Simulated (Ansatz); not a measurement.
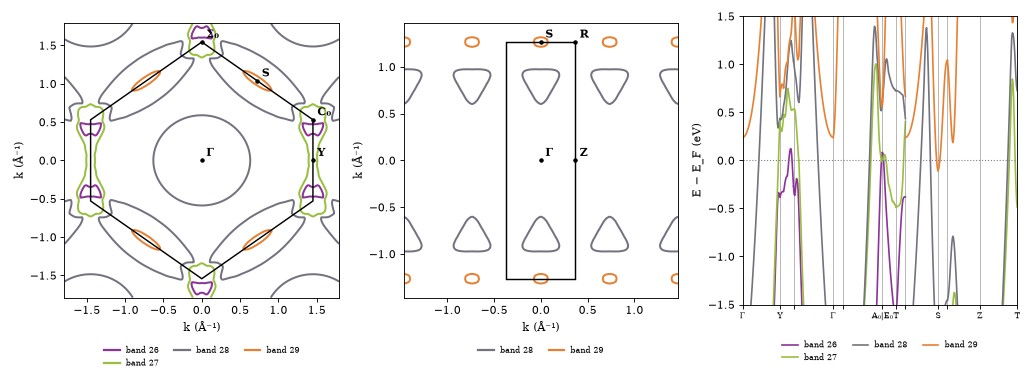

Zn₃Cu (Cmmm): cuts through the Fermi surface in the plane through Γ, Y and S and the plane through Γ, Z and S, and the bands that cross the Fermi level.

Computed with DFT LDA, scalar-relativistic, plane waves, PAW; levels and slopes on a dense k mesh at the converged density (Ansatz 0.2.0). No spin polarisation. Mesh 28×28×8, interpolated with the band slopes. The geometry was not relaxed (residual pressure −10 GPa). Sheets, masses and frequencies are those of this strained cell. The cell comes from a database of computed structures, not from a measurement.

For each band, read its level at the labelled points (eV from the Fermi level).

Answer.
```json
{"band": "band 26", "Γ": "below", "Y": "−0.38", "T": "below", "Z": "below", "S": "below", "R": "below"}
{"band": "band 27", "Γ": "below", "Y": "+0.41", "T": "−0.49", "Z": "below", "S": "below", "R": "below"}
{"band": "band 28", "Γ": "below", "Y": "+0.43", "T": "+0.72", "Z": "below", "S": "below", "R": "−1.46"}
{"band": "band 29", "Γ": "+0.24", "Y": "+0.67", "T": "above", "Z": "above", "S": "−0.11", "R": "+1.04"}
```

Negative values are filled states; "above" and "below" lie outside the plotted window.
